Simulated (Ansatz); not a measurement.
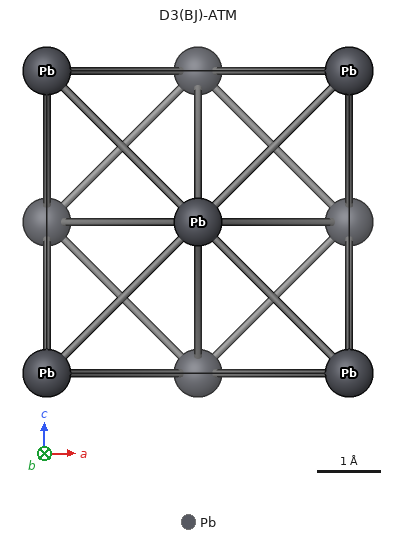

A crystal of Pb (set up in Fm-3m), relaxed (cell and atoms) with several dispersion corrections. The picture shows the result with D3(BJ)-ATM. Style: ball-and-stick. Shown: the conventional cell (4 times the calculation's cell), along the b axis. Lengths and directions refer to the drawn axes.

Computed with Ansatz 0.2.0: PBEsol, Ansatz PAW. Set-up: plane-wave cutoff 420 eV; k-point mesh 9 × 9 × 9; occupations fermi-dirac; smearing width 0.05 eV; no spin polarisation; cell and atoms relaxed; force threshold 0.01 eV/Å.

| dispersion correction | volume (Å³/atom) | a (Å) |
| --- | --- | --- |
| D3(BJ) | ? | ? |
| D3(BJ)-ATM | 28.636 | 4.857 |
| none | 29.937 | 4.929 |
| D4 | 29.156 | 4.886 |

**One row is withheld. What does the calculation give there?**

With D3(BJ) the volume is the smallest of the series, below D3(BJ)-ATM (28.636). The calculation gives 28.501 Å³/atom (a = 4.849 Å). In order of volume: D3(BJ) < D3(BJ)-ATM < D4 < none; the spread is 5.0 %.
